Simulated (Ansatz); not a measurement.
**How many bands does the GW gap of Cs2PbI2Cl2 (I4/mmm) need?**

Wanted: a G0W0 gap for Cs2PbI2Cl2 (I4/mmm) that is converged in bands and cutoff, or an estimate of the limit.

Method: G0W0 on PBE, plane waves, PAW; PAW set soft_1, in Ansatz 0.2.0.

## (1) Set-up

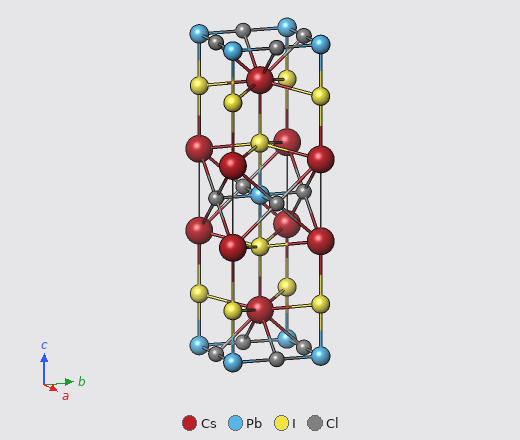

Start, viewed slightly off an axis; caesium red, lead blue, iodine yellow, chlorine grey. This picture shows the conventional cell, with its axes. Some periodic images of atoms are drawn too.

The cell and positions are those that the Materials Project relaxed with its own functionals (PBE, PBE+U or r2SCAN), kept fixed. Spin-orbit coupling is left out unless a step names it.

## (2) 179 empty bands, screening to 39 eV

Now the one-shot GW correction: screening in the RPA, then the self-energy of the levels asked for. This step takes PAW set soft_1 files.

input.yaml

```yaml
crystal:
  lattice:
    - [-2.8838975, 2.8838975, 9.7428095]
    - [2.8838975, -2.8838975, 9.7428095]
    - [2.8838975, 2.8838975, -9.7428095]
  atoms:
    - { symbol: Cs, position: [0.368645, 0.368645, 0.0] }
    - { symbol: Cs, position: [0.631355, 0.631355, 0.0] }
    - { symbol: Pb, position: [0.0, 0.0, 0.0] }
    - { symbol: I, position: [0.166328, 0.166328, 0.0] }
    - { symbol: I, position: [0.833672, 0.833672, 0.0] }
    - { symbol: Cl, position: [0.5, 0.0, 0.5] }
    - { symbol: Cl, position: [0.0, 0.5, 0.5] }
kpoints:
  mp_grid: { grid: [4, 4, 4] }
hamiltonian:
  xc: pbe
  pseudopotentials: { kind: paw, azcp: { folder: soft_1 } }
scf:
  occupations: { method: fixed }
gw:
  n_empty_bands: 179
  ecut_chi: 39
  qp_bands: [v2, c2]
  qp_kpoints: band_edges
  screening: { model: contour_deformation }
```

The run is started by

```sh
> ansatz run input.yaml --threads 2 --pin off --max-ram 92160MiB --backend cuda --events-out ev --progress --plain --runs-dir out --devices 1 --max-vram 13GiB
```

Numbers of over 12 decimals in the logs are rounded to 6 here.

Output:

```text
GPUs: using 1 of 1 available (devices: 1).
Engine: ansatz 0.2.0, x86_64-unknown-linux-gnu
Pseudopotentials: kind: paw
Pseudopotential: Cs, paw, valence charge 9, recommended cutoff 420 eV (normal), soft_1/Cs.paw.azcp
Pseudopotential: Pb, paw, valence charge 14, recommended cutoff 420 eV (normal), soft_1/Pb.paw.azcp
Pseudopotential: I, paw, valence charge 17, recommended cutoff 420 eV (normal), soft_1/I.paw.azcp
Pseudopotential: Cl, paw, valence charge 7, recommended cutoff 420 eV (normal), soft_1/Cl.paw.azcp
Functional definition: PBE
  parameter kappa = 0.804
  parameter beta = 0.066725
  exchange = pbe_x(kappa = kappa, mu = beta*pi^2/3)
  correlation = pbe_c(beta = beta)
device memory: the entry about to start is reckoned to put 3.7 GiB on a device that reports 42.0 GiB free (of which the cap on the GPU budget leaves the run 13.0 GiB)
GPU FFT provider: cuFFT
GPU libraries: cuBLAS 13.8.2, cuFFT 12.4.0, cuSOLVER 12.3.4
Crystal: 7 atoms, lattice volume = 324.119 Å³
Basis set: ecut = 420 eV, 6401 PW (Γ)
Bands: 48, of which v1, the nominal top of the filled ones, is band 40 counted from 1 (39 counted from 0)
Symmetry: 16 space group operations
Space group: I4/mmm (ITA 139), of the structure as read, at distance tolerance 6.9e-5 Å
k-points: 13 of 64
Non-local potential: Cs, projectors of the file, l = 0: 3, l = 1: 2, l = 2: 2, l = 3: 2
Non-local potential: Pb, projectors of the file, l = 0: 2, l = 1: 2, l = 2: 2, l = 3: 1
Non-local potential: I, projectors of the file, l = 0: 2, l = 1: 2, l = 2: 2, l = 3: 1
Non-local potential: Cl, projectors of the file, l = 0: 2, l = 1: 2, l = 2: 1
PAW form: soft (Blöchl's): semilocal exchange-correlation on the pseudo side does not see the compensation charge
PAW one-centre angular grid: Cs, 194 points (default); XC on 64 Gauss nodes
PAW one-centre angular grid: Pb, 590 points (default); XC on 64 Gauss nodes
PAW one-centre angular grid: I, 590 points (default); XC on 64 Gauss nodes
PAW one-centre angular grid: Cl, 110 points (default); XC on 64 Gauss nodes
Initial density: superposition of atomic densities (chi_scale 0.1, normalization cell, long waves kept (reshape's long-wave potential 0.20 eV rms))
Initial wavefunctions: pseudopotential atomic-orbital guess
GPU buffer pool allocated for 373248 grid points (all kernels)
GPU transforms: local potential and band sums: pruned to the plane-wave sphere, on 72×72×72
Functional: x = pbe(κ = 0.804, μ = 0.219515), c = pbe(β = 0.066725)
SCF iter   1: F=—  HF=-40449.153262 eV  |F-HF|=—  |Δ(HF+E_count)|=         —  Δρ=2.63e-2  dr2=8.65e0  ethr=3.10e-3  ⟨swp⟩=6.6  Hψ=2253  notcnv=0  defer=66
preconditioner: auto → Resta (q_TF=auto, 2.161 Å⁻¹)  ε∞=2.9  [insulator: Δε(μ)=1.119 eV  Ē_g=11.345 eV  n_scr=50 (ndim 8)  ℏωp=15.4 eV  f_vac=0.073  ε∞_Penn≈2.9]
SCF iter   2: F=—  HF=-40446.541688 eV  |F-HF|=—  |Δ(HF+E_count)|=    2.61e0  Δρ=1.10e-2  dr2=1.69e0  ethr=3.10e-3  ⟨swp⟩=4.6  Hψ=1171  notcnv=0  defer=62
SCF iter   3: F=—  HF=-40445.849473 eV  |F-HF|=—  |Δ(HF+E_count)|=   6.92e-1  Δρ=3.70e-3  dr2=1.40e-1  ethr=2.11e-3  ⟨swp⟩=4.4  Hψ=1097  notcnv=0  defer=69
SCF iter   4: F=—  HF=-40445.809092 eV  |F-HF|=—  |Δ(HF+E_count)|=   4.04e-2  Δρ=1.55e-3  dr2=1.06e-2  ethr=1.75e-4  ⟨swp⟩=4.2  Hψ=1097  notcnv=0  defer=76
SCF iter   5: F=—  HF=-40445.811647 eV  |F-HF|=—  |Δ(HF+E_count)|=   2.55e-3  Δρ=4.80e-4  dr2=1.33e-3  ethr=1.32e-5  ⟨swp⟩=3.8  Hψ=1175  notcnv=0  defer=78
SCF iter   6: F=—  HF=-40445.811802 eV  |F-HF|=—  |Δ(HF+E_count)|=   1.55e-4  Δρ=1.41e-4  dr2=9.71e-5  ethr=1.67e-6  ⟨swp⟩=2.5  Hψ=1140  notcnv=0  defer=78
SCF iter   7: F=—  HF=-40445.811945 eV  |F-HF|=—  |Δ(HF+E_count)|=   1.42e-4  Δρ=3.10e-5  dr2=7.05e-6  ethr=1.21e-7  ⟨swp⟩=2.0  Hψ=905  notcnv=0  defer=78
SCF iter   8: F=—  HF=-40445.811958 eV  |F-HF|=—  |Δ(HF+E_count)|=   1.33e-5  Δρ=1.05e-5  dr2=6.47e-7  ethr=8.81e-9  ⟨swp⟩=2.0  Hψ=887  notcnv=0  defer=78
SCF iter   9: F=-40445.811960 eV  HF=-40445.811960 eV  |F-HF|=3.03e-8  |Δ(HF+E_count)|=   2.12e-6  Δρ=2.89e-6  dr2=2.45e-8  ethr=1.25e-10  ⟨swp⟩=20.2  Hψ=3829  notcnv=0
SCF 1 converged in 9 iterations: F = -40445.811960 eV  dr2 = 2.45e-8
  greatest PAW one-centre occupation: 0.999 electrons in one spin orbital (limit 2), on the I atom at site 4 (counted from 0), in its partial waves of l = 2
device memory: the entry about to start is reckoned to put 4.3 GiB (of the 4.4 GiB reckoned in all, the device holds 0.1 GiB already) on a device that reports 41.8 GiB free (of which the cap on the GPU budget leaves the run 12.9 GiB)
NSCF: frozen V_eff on 13 k-points
the band table was solved once the SCF had ended and its energy, with any forces and stress, was formed, with the checks that follow a solve (2992 applications of the Hamiltonian). They found nothing against the state; the energy, forces and stress were not computed again (output.eigenvalues in the input reference)
device memory: the entry about to start is reckoned to put 3.3 GiB on a device that reports 41.9 GiB free (of which the cap on the GPU budget leaves the run 13.0 GiB)
NSCF: frozen V_eff on 13 k-points
G₀W₀ screening: q 1/13
[... further progress lines ...]
device memory: the entry about to start is reckoned to put 1.4 GiB on a device that reports 46.0 GiB free (of which the cap on the GPU budget leaves the run 13.0 GiB)
NSCF: frozen V_eff on 1 k-points
device memory: the entry about to start is reckoned to put 1.4 GiB on a device that reports 46.0 GiB free (of which the cap on the GPU budget leaves the run 13.0 GiB)
NSCF: frozen V_eff on 1 k-points
SCF converged after 9 iterations
Free energy (F): -40445.811960 eV
Harris-Foulkes:  -40445.811960 eV  (|F-HF|=3.03e-8)
Internal energy: -40445.811960 eV  (E = F + TS)
E sigma→0 (E₀):  -40445.811960 eV
Fermi energy:    2.854174 eV
--- Per-component energies (eV) ---
  E_band       = -1114.722337
  E_kinetic    = 1201.499939
  E_local      = -7939.378896  (includes V_loc(G=0)·N_el)
  E_nonlocal   = 644.627928
  E_hartree    = 3395.762724
  E_xc         = -997.356998
  E_vxc        = -869.861116  (∫ρ·V_xc dr)
  E_paw        = -31397.255826  (= ΣΔE_a)
  E_vpaw       = -943.134746  (= ΣTr[D̂ρ^β])
  E_aug_tail   = -0.004810  (compensation charges beyond the density's cutoff)
  E_ewald      = -5353.706020
  E_smearing   = -0.000000  (= −TS)
  E_closure    = -0.000000  (closes the sum)
  Σ components = -40445.811960   (vs F -40445.811960, Δ=0.00e0)
--- Band table (eV; the first three rows and the last of 13) ---
  k-point 0: bands = [... 36 lower, 2.1634, 2.1895, 2.3731, 2.3731, 6.8386, 7.1129, 7.8394, 7.9635, ... 4 higher]
  k-point 1: bands = [... 36 lower, 2.1058, 2.1359, 2.2987, 2.4417, 6.7491, 6.9977, 7.0182, 7.8449, ... 4 higher]
  k-point 2: bands = [... 36 lower, 2.0495, 2.2012, 2.3478, 2.8542, 5.3705, 5.4700, 6.3578, 8.4959, ... 4 higher]
  k-point 12: bands = [... 36 lower, 2.1961, 2.3358, 2.3358, 2.4701, 6.6481, 7.4735, 7.5612, 7.6404, ... 4 higher]
--- G₀W₀: contour deformation, 6 samples at zero and on the imaginary axis and 2 off it, 64 q-points, 179 empty bands' worth ---
  eigenvalues of the whole cell's RPA ε∞ on this k-mesh (on a slab, of 1 + 4πα/V) = 3.3771, 3.3817, 3.3817; static W/v taken at q = 0 is 0.295747
  gw.qp_kpoints: band_edges: 13 of 13 stored k-points solved, in 1 pass; an edge of the gap read off the rows below is read off those points alone
    ik  band        ε_KS         Σx   Σc(E_QP)       V_xc       Z   E_QP_lin       E_QP  E_QP is
     0    39      2.3731   -17.0045     2.3752   -13.7821  0.7719     1.5087     1.5260  root
     0    40      2.3731   -17.0045     2.3752   -13.7821  0.7719     1.5087     1.5260  root
     0    41      6.8386    -3.8869    -2.9371    -7.3260  0.8346     7.3441     7.3405  root
     0    42      7.1129    -8.7090    -2.8631   -12.6928  0.7976     8.2583     8.2336  root
     1    39      2.2987   -16.8746     2.3762   -13.6349  0.7714     1.4172     1.4354  root
     1    40      2.4417   -16.8883     1.9562   -14.2809  0.7815     1.7822     1.7905  root
     1    41      6.7491    -8.6511    -2.7680   -12.4974  0.8019     7.8480     7.8273  root
     1    42      6.9977    -8.4299    -3.0689   -12.5407  0.7947     8.0636     8.0394  root
     2    39      2.3478   -17.0964     2.4042   -13.8355  0.7721     1.4738     1.4913  root
     2    40      2.8542   -18.2506     1.7160   -16.1532  0.7898     2.4706     2.4728  root
     2    41      5.3705    -7.6310    -2.8388   -11.3786  0.8116     6.2919     6.2793  root
     2    42      5.4700    -8.0079    -2.8446   -11.8014  0.8093     6.4330     6.4189  root
     3    39      2.2811   -16.8031     2.3849   -13.5506  0.7705     1.3950     1.4136  root
     3    40      2.3828   -16.8010     2.0293   -14.0762  0.7795     1.6774     1.6873  root
     3    41      6.8379    -8.2399    -2.8013   -12.0805  0.8039     7.8962     7.8770  root
     3    42      7.2393    -8.9732    -3.1434   -13.2213  0.7881     8.3743     8.3440  root
     4    39      2.2520   -16.9106     2.4130   -13.6246  0.7705     1.3604     1.3791  root
     4    40      2.6197   -17.3978     1.8250   -15.0389  0.7858     2.0809     2.0858  root
     4    41      5.6505    -8.1984    -2.8508   -12.0241  0.8074     6.6408     6.6254  root
     4    42      6.4947    -8.2442    -2.7189   -11.9740  0.8064     7.5225     7.5057  root
     5    39      2.1695   -16.6166     2.4083   -13.3173  0.7686     1.2582     1.2784  root
     5    40      2.5594   -17.2807     1.9031   -14.7923  0.7839     1.9680     1.9742  root
     5    41      5.8892    -8.5380    -2.8775   -12.4412  0.8042     6.9328     6.9149  root
     5    42      6.6477    -8.3472    -2.7553   -12.1410  0.8046     7.7047     7.6862  root
[...]
11    39      2.3441   -17.0251     2.3933   -13.7725  0.7719     1.4672     1.4850  root
    11    40      2.4901   -16.8366     1.8863   -14.3271  0.7830     1.8596     1.8669  root
    11    41      6.4937    -7.8444    -2.7362   -11.5399  0.8087     7.4678     7.4529  root
    11    42      6.8918    -8.4649    -3.0506   -12.5663  0.7939     7.9672     7.9425  root
    12    39      2.3358   -16.8858     2.3683   -13.6524  0.7718     1.4527     1.4708  root
    12    40      2.4701   -16.8726     1.9441   -14.2843  0.7817     1.8180     1.8260  root
    12    41      6.6481    -7.4766    -2.7615   -11.1248  0.8110     7.5477     7.5348  root
    12    42      7.4735    -3.1247    -2.8316    -6.5408  0.8345     8.0631     8.0580  root
```

It took 43 s on 1 × NVIDIA H100 80GB HBM3 (shared by 6 runs) with 2 threads of AMD EPYC 7R13 (Zen 3), shared host; peak memory 1.6 GiB; 56 s of CPU time.

Numbers from this step:

```yaml
bands_summed: 219
rpa_eps_infinity_on_this_mesh_eigenvalues: 3.377, 3.382, 3.382
plane_waves_in_the_screening_matrix: 173
q_points_in_the_mesh: 64
g0w0_gap_on_the_mesh: 3.806 eV
k_of_the_valence_top: 0, 0, -0.5
k_of_the_conduction_bottom: 0, 0, -0.5
starting_gap_on_the_mesh: 2.516 eV
z_at_the_valence_top: 0.7898
z_at_the_conduction_bottom: 0.8116
least_direct_g0w0_gap_on_the_computed_points: 3.806 eV
```

The gap on the mesh goes from 2.52 eV to 3.81 eV, a correction of +1.29 eV. Between the two edge states, bare exchange in place of the xc potential would open the gap by 5.85 eV, and correlation takes back 4.55 eV.

## (3) 507 empty bands, screening to 78 eV

Another rung: the empty bands reach about as high as the screening cutoff, so the two stay in balance.

input.yaml: that of step 2 with these lines changed.

```diff
@@ -21,4 +21,4 @@
 gw:
-  n_empty_bands: 179
-  ecut_chi: 39
+  n_empty_bands: 507
+  ecut_chi: 78
   qp_bands: [v2, c2]
```

Output:

```text
GPUs: using 1 of 1 available (devices: 1).
[...]
GPU FFT provider: cuFFT
GPU libraries: cuBLAS 13.8.2, cuFFT 12.4.0, cuSOLVER 12.3.4
Crystal: 7 atoms, lattice volume = 324.119 Å³
Basis set: ecut = 420 eV, 6401 PW (Γ)
Bands: 48, of which v1, the nominal top of the filled ones, is band 40 counted from 1 (39 counted from 0)
[... 1 set-up line as in the run before ...]
[...]
k-points: 13 of 64
[...]
GPU buffer pool allocated for 373248 grid points (all kernels)
[...]
SCF iter   1: F=—  HF=-40449.153262 eV  |F-HF|=—  |Δ(HF+E_count)|=         —  Δρ=2.63e-2  dr2=8.65e0  ethr=3.10e-3  ⟨swp⟩=6.6  Hψ=2253  notcnv=0  defer=66
[...]
SCF iter   9: F=-40445.811960 eV  HF=-40445.811960 eV  |F-HF|=3.03e-8  |Δ(HF+E_count)|=   2.12e-6  Δρ=2.89e-6  dr2=2.45e-8  ethr=1.25e-10  ⟨swp⟩=20.2  Hψ=3829  notcnv=0
SCF 1 converged in 9 iterations: F = -40445.811960 eV  dr2 = 2.45e-8
[...]
NSCF: frozen V_eff on 13 k-points
[...]
G₀W₀ screening: q 1/13
[... further progress lines ...]
[...]
SCF converged after 9 iterations
Free energy (F): -40445.811960 eV
[...]
Internal energy: -40445.811960 eV  (E = F + TS)
E sigma→0 (E₀):  -40445.811960 eV
Fermi energy:    2.854174 eV
[...]
--- Band table (eV; the first three rows and the last of 13) ---
  k-point 0: bands = [... 36 lower, 2.1634, 2.1895, 2.3731, 2.3731, 6.8386, 7.1129, 7.8394, 7.9635, ... 4 higher]
  k-point 1: bands = [... 36 lower, 2.1058, 2.1359, 2.2987, 2.4417, 6.7491, 6.9977, 7.0182, 7.8449, ... 4 higher]
  k-point 2: bands = [... 36 lower, 2.0495, 2.2012, 2.3478, 2.8542, 5.3705, 5.4700, 6.3578, 8.4959, ... 4 higher]
  k-point 12: bands = [... 36 lower, 2.1961, 2.3358, 2.3358, 2.4701, 6.6481, 7.4735, 7.5612, 7.6404, ... 4 higher]
[...]
bands read: the sum over 547 bands ends inside a degenerate multiplet in 2 slots, whose members it reads at an even weight; the widest, k=8: bands 547 to 548 (counted from 1) at 1/2 each
[...]
0    39      2.3731   -17.0045     2.0388   -13.7821  0.7665     1.1537     1.1895  root
     0    40      2.3731   -17.0045     2.0388   -13.7821  0.7665     1.1537     1.1895  root
     0    41      6.8386    -3.8869    -3.0555    -7.3260  0.8343     7.2242     7.2221  root
     0    42      7.1129    -8.7090    -3.2098   -12.6928  0.7938     7.8975     7.8867  root
     1    39      2.2987   -16.8746     2.0472   -13.6349  0.7661     1.0697     1.1063  root
     1    40      2.4417   -16.8883     1.5963   -14.2809  0.7749     1.4091     1.4306  root
     1    41      6.7491    -8.6511    -3.1077   -12.4974  0.7982     7.4965     7.4877  root
     1    42      6.9977    -8.4299    -3.3770   -12.5407  0.7906     7.7424     7.7314  root
[...]
12    39      2.3358   -16.8858     2.0352   -13.6524  0.7665     1.1008     1.1376  root
    12    40      2.4701   -16.8726     1.5816   -14.2843  0.7749     1.4423     1.4634  root
    12    41      6.6481    -7.4766    -3.0296   -11.1248  0.8084     7.2726     7.2668  root
    12    42      7.4735    -3.1247    -2.9807    -6.5408  0.8332     7.9116     7.9089  root
```

Wall time 77 s (1 × NVIDIA H100 80GB HBM3 (shared by 6 runs) with 2 threads); peak memory 2.6 GiB; 2 min of CPU time.

Numbers from this step:

* bands summed: 547
* RPA ε∞ on this mesh (eigenvalues): 3.360, 3.361, 3.361
* plane waves in the screening matrix: 503
* q-points in the mesh: 64
* G0W0 gap on the mesh: 3.932 eV
* k of the valence top: 0, 0, -0.5
* k of the conduction bottom: 0, 0, -0.5
* starting gap on the mesh: 2.516 eV
* Z at the valence top: 0.7821
* Z at the conduction bottom: 0.8085
* least direct G0W0 gap on the computed points: 3.932 eV

Against the run with 4×4×4 mesh, 179 empty bands, screening to 39 eV, PAW set soft_1 files, the gap moves by +0.13 eV.

## (4) 1090 empty bands, screening to 130 eV

input.yaml: that of step 3 with these lines changed.

```diff
@@ -21,4 +21,4 @@
 gw:
-  n_empty_bands: 507
-  ecut_chi: 78
+  n_empty_bands: 1090
+  ecut_chi: 130.0
   qp_bands: [v2, c2]
```

Output:

```text
GPUs: using 1 of 1 available (devices: 1).
[...]
GPU FFT provider: cuFFT
GPU libraries: cuBLAS 13.8.2, cuFFT 12.4.0, cuSOLVER 12.3.4
Crystal: 7 atoms, lattice volume = 324.119 Å³
Basis set: ecut = 420 eV, 6401 PW (Γ)
Bands: 48, of which v1, the nominal top of the filled ones, is band 40 counted from 1 (39 counted from 0)
[... 1 set-up line as in the run before ...]
[...]
k-points: 13 of 64
[...]
1    42      6.9977    -8.4299    -3.5564   -12.5407  0.7889     7.5580     7.5521  root
[...]
12    39      2.3358   -16.8858     1.8411   -13.6524  0.7651     0.8916     0.9435  root
    12    40      2.4701   -16.8726     1.3644   -14.2843  0.7733     1.2134     1.2462  root
    12    41      6.6481    -7.4766    -3.1935   -11.1248  0.8073     7.1059     7.1029  root
    12    42      7.4735    -3.1247    -3.0378    -6.5408  0.8328     7.8538     7.8517  root
[key lines of the parts left out:]
SCF converged after 9 iterations
Free energy (F): -40445.811960 eV
Fermi energy:    2.854174 eV
```

It took 2.6 min on 1 × NVIDIA H100 80GB HBM3 (shared by 6 runs) with 2 threads; peak memory 5.4 GiB.

Numbers from this step:

- bands summed: 1130
- RPA ε∞ on this mesh (eigenvalues): 3.354, 3.354, 3.358
- plane waves in the screening matrix: 1087
- G0W0 gap on the mesh: 4.046 eV
- k of the valence top: 0, 0, -0.5
- k of the conduction bottom: 0, 0, -0.5
- starting gap on the mesh: 2.516 eV
- least direct G0W0 gap on the computed points: 4.046 eV

Against the run with 4×4×4 mesh, 507 empty bands, screening to 78 eV, PAW set soft_1 files, the gap moves by +0.11 eV.

## (5) Side by side

Times are wall times on 1 × NVIDIA H100 80GB HBM3 (shared by 6 runs) with 2 threads of AMD EPYC 7R13 (Zen 3), shared host, good to a factor of about two.

| mesh | files | frequency | bands summed | cutoff (eV) | start (eV) | G0W0 (eV) | time | host memory (GiB) |
| --- | --- | --- | --- | --- | --- | --- | --- | --- |
| 4×4×4 | PAW set soft_1 | contour deformation | 219 | 39 | 2.516 | 3.806 | 43 s | 1.6 |
| 4×4×4 | PAW set soft_1 | contour deformation | 547 | 78 | 2.516 | 3.932 | 77 s | 2.6 |
| 4×4×4 | PAW set soft_1 | contour deformation | 1130 | 130 | 2.516 | 4.046 | 2.6 min | 5.4 |

How the two edges are built up, in eV (the quasiparticle level is the starting level plus Σx plus Σc less Vxc):

| run | edge | start | Σx | Σc | Vxc | Z | QP |
| --- | --- | --- | --- | --- | --- | --- | --- |
| 219 bands | valence top | 2.85 | -18.25 | 1.72 | -16.15 | 0.79 | 2.47 |
| 219 bands | conduction bottom | 5.37 | -7.63 | -2.84 | -11.38 | 0.81 | 6.28 |
| 547 bands | valence top | 2.85 | -18.25 | 1.31 | -16.15 | 0.78 | 2.07 |
| 547 bands | conduction bottom | 5.37 | -7.63 | -3.12 | -11.38 | 0.81 | 6.00 |
| 1130 bands | valence top | 2.85 | -18.25 | 1.04 | -16.15 | 0.78 | 1.80 |
| 1130 bands | conduction bottom | 5.37 | -7.63 | -3.27 | -11.38 | 0.81 | 5.85 |

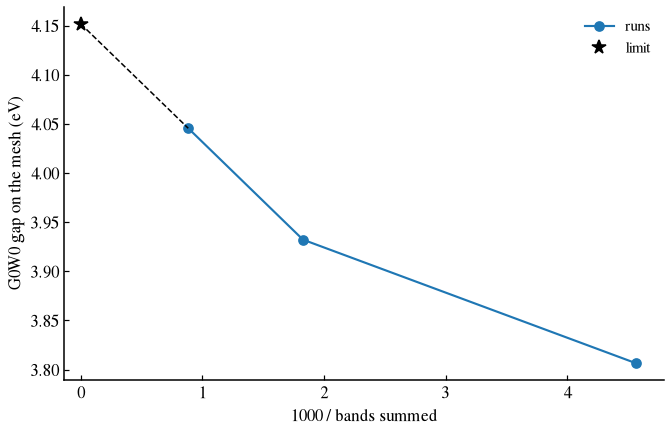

The gap against one over the number of bands; the dashed line carries the two highest rungs to the limit.

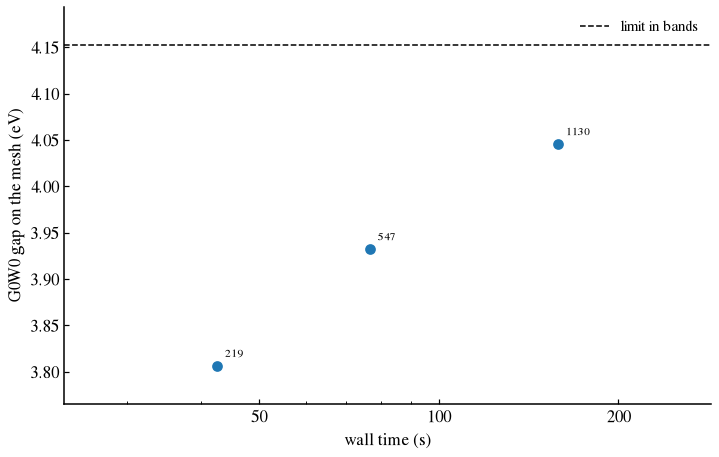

Result against wall time.

## (6) Summary of results

```yaml
219_bands_39_ev: 3.806 eV
547_bands_78_ev: 3.932 eV
1130_bands_130_ev: 4.046 eV
estimated_limit_in_bands_and_cutoff: 4.15 eV
mesh_and_start: 4×4×4, PBE
```

What this shows: A line in one over the bands through the two highest rungs gives 4.15 eV, +0.11 eV from the top rung; the pair below gives 4.02 eV, so the estimate is still climbing. The rungs stand 0.35 eV (219 bands), 0.22 eV (547 bands) and 0.11 eV (1130 bands) from it. From 219 to 1130 bands the gap moves by +0.24 eV while the time grows 3.7-fold. Σc changes by −0.67 eV at the valence top and −0.43 eV at the conduction bottom, so the levels themselves move more than the gap between them. Where an edge is built on 6p states of lead, bismuth or thallium, scalar-relativistic gaps usually stand too wide, by a few tenths to over one eV. The many-body steps are scalar-relativistic: spin-orbit coupling is not in them.

[Paths, hosts, dates, memory and timing lines, banners, echoed tables and standing remarks are left out of the program output.]

[Logs are printed without paths, hosts, clocks, repeated set-up lines and the standing remarks that a program may print on its own settings, such as how far it seeks lower states.]

[Runs of the session that timed out or met a known fault of the program may be left out.]

[Cells called generated may have been cut or substituted from an entry of the Crystallography Open Database or the Materials Project.]

[Hosts, paths, dates, database ids (printed as entryN), source tags and the programs' standing remarks are cut or masked in the printed files.]
